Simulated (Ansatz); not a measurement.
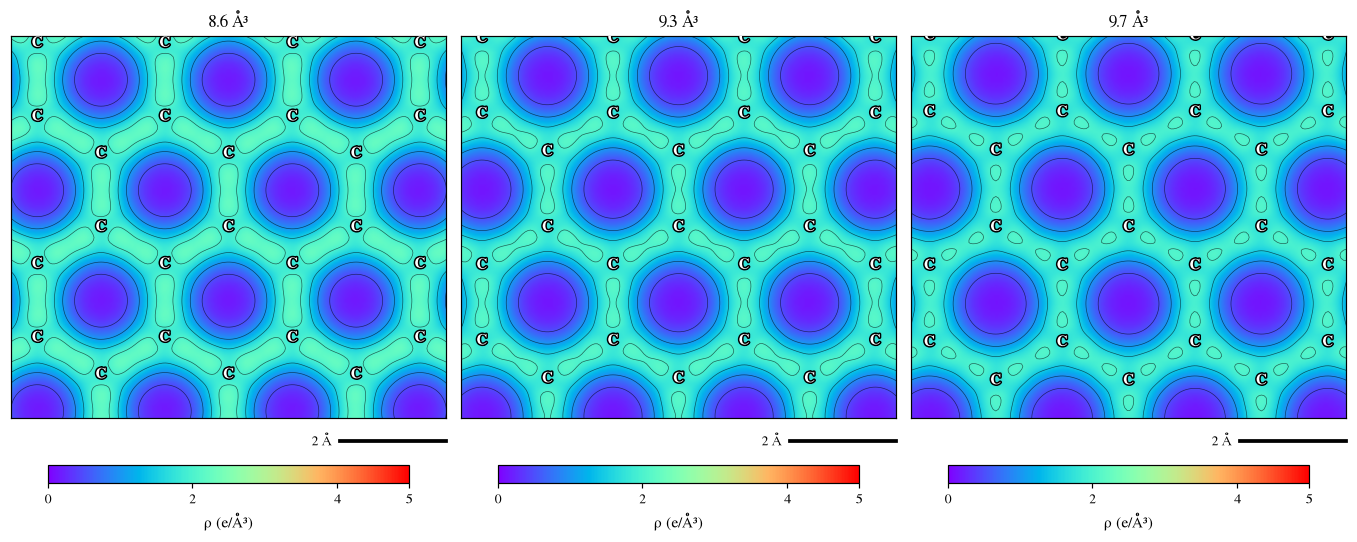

C. The valence charge density (pseudo) of cells scaled evenly to different volumes (given per atom above each panel), on the (001) plane of each (indices in the axes of the cell below), at one length scale and on one colour scale.

A structure from a database of computed crystals, not necessarily the ambient phase.

Method: Ansatz 0.2.0, Kohn-Sham DFT of a periodic cell, PBE0, Ansatz PAW.

The density is the valence pseudo-density of a PAW calculation; it isn't the true density close to the nuclei.

The largest cell:

```xyz
2
Lattice="2.1690 -1.2524 0.0000 2.1690 1.2524 0.0000 -1.4061 0.0000 3.5715" Properties=species:S:1:pos:R:3 pbc="T T T"
C    -0.6831    0.0000    3.5712
C     3.6151    0.0000    0.0003
```

| volume (Å³/atom) | C–C contact in the plane (Å) | ρ at its midpoint (e/Å³) | pressure (GPa) | gap on the mesh (eV) | 
| --- | --- | --- | --- | --- |
| 8.60 | 1.389 | 2.188 | 17.0 | 2.71 | 
| 9.15 | 1.418 | ? | ? | ? | 
| 9.34 | 1.428 | 2.029 | −7.3 | 2.61 | 
| 9.70 | 1.446 | 1.957 | −16.5 | 2.56 | 

Q: Estimate the missing row, and compare with the calculation.

A: Over the known rows ln ρ falls by 1.95 per Å of C–C distance (a least-squares line), which gives 2.068 e/Å³ at 1.418 Å; the calculation gives 2.067 e/Å³. For the pressure, a straight line in volume between the neighbouring rows gives −1.1 GPa; the calculation gives −2.0, lower because pressure rises ever faster on compression. For the gap on the mesh, a straight line in volume between the neighbouring rows gives 2.64 eV; the calculation gives 2.63.
